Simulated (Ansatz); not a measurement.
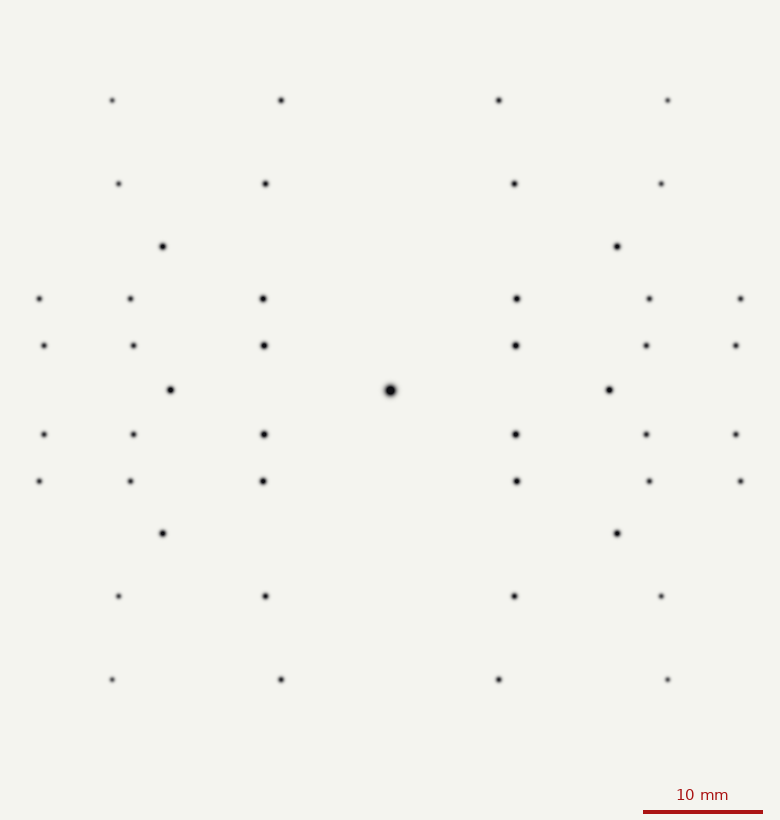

Simulated X-ray rotation photograph: Mo Kα radiation (λ = 0.7107 Å), cylindrical film of radius 28.65 mm unrolled, rotation axis vertical and normal to the beam, kinematic intensities without Lorentz or polarisation factors, the film spanning ±63° about the beam; spots down to d = 0.71 Å.

Q: Measure the layer lines and find the identity period along the axis.

A: The first layer line lies 3.8 mm from the equator, so tan ν = 0.131, sin ν = 0.130 and the period is λ/sin ν = 5.47 Å. Further lines follow at 7.7, 12.1, 17.4, 24.5 mm.

The crystal is Be, space group Fm-3m (No. 225), a = 3.159 Å. Structure: the geometry relaxed with DFT, r2SCAN, plane waves (500 eV) with PAW, scalar-relativistic (Ansatz 0.2.0); the starting structure was generated, so it need not be a known form of this composition.

Q: About which axis was it rotated?

A: About [111] (or an equivalent direction), whose length in the conventional cell is 5.472 Å.
